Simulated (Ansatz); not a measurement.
Co

Input file:

```
crystal:
  lattice:
    - [2.42341692, 0.0, 0.0]
    - [0.0, 2.42341692, 0.0]
    - [0.0, 0.0, 3.4305114556]
  atoms:
    - { symbol: Co, position: [0.0, 1.0, 0.0], spin: -1.667 }
    - { symbol: Co, position: [0.5, 0.5, 0.5], spin: -1.667 }
hamiltonian:
  xc: mr2scan
  pseudopotentials:
    kind: paw
    azcp:
      Co: "pseudopotentials/Co.paw.azcp"
basis:
  ecutwfc: 500
  fft_grid_basis: typed
kpoints:
  mp_grid: { grid: [14, 14, 10], shift: [0, 0, 0] }
magnetization:
  spin_polarized: true
scf:
  occupations: { method: fermi_dirac, width: 0.05 }
  lower_state_search: "off"
output:
  stress: true
  write_density: true
  write_potential: true
  elf: true
  volumetric_format: npy
```

Below, planes, directions and counts refer to the conventional cell (a = 3.43 Å, b = 3.43 Å, c = 3.43 Å, α = 90.00°, β = 90.00°, γ = 90.00°).

Space group Fm-3m; set up as Co, fcc; a generated structure, not necessarily the stable one; changed on purpose from its base cell (volume × 0.96); computed pressure about 10 GPa in this cell; spin-polarised.

Theory: DFT, m-r2SCAN, plane waves (500 eV) with PAW, scalar-relativistic in Ansatz.

In a PAW calculation such maps are meaningful between the atoms, not at the nuclei.

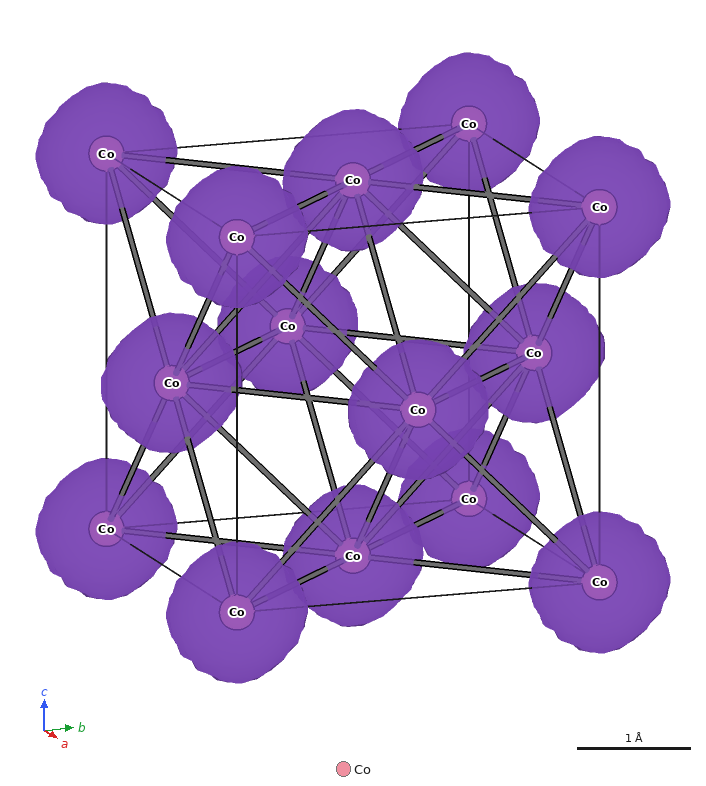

Figure 1. Isosurface of the magnetisation density (up minus down) at −0.4 e/Å³ (purple), seen slightly off an axis. Sticks mark near contacts.

### Which atoms carry the moments, and with what signs?

The spin density sits on Co: −1.6 μB (×4) in one cell of 4 atoms: parallel main moments (a ferromagnetic arrangement) in this solution. The cell of the calculation (2 atoms) carries 3.1 μB of net spin moment.

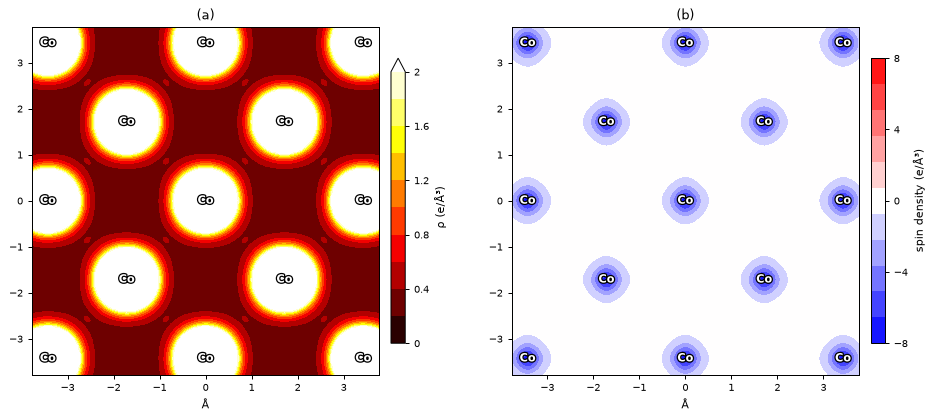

Figure 2. (a) valence electron density; (b) spin density on the (001) plane of the conventional cell.

### Interpret the plot.

- Atoms in the plane: Co.
- Co–Co (2.42 Å): ρ at the midpoint is about 0.4 e/Å³.
- Between the atoms the lowest density in this plane is 0.24 e/Å³.

### Metal or insulator at this level of theory?

It is gapless in this calculation (a metal or semimetal).
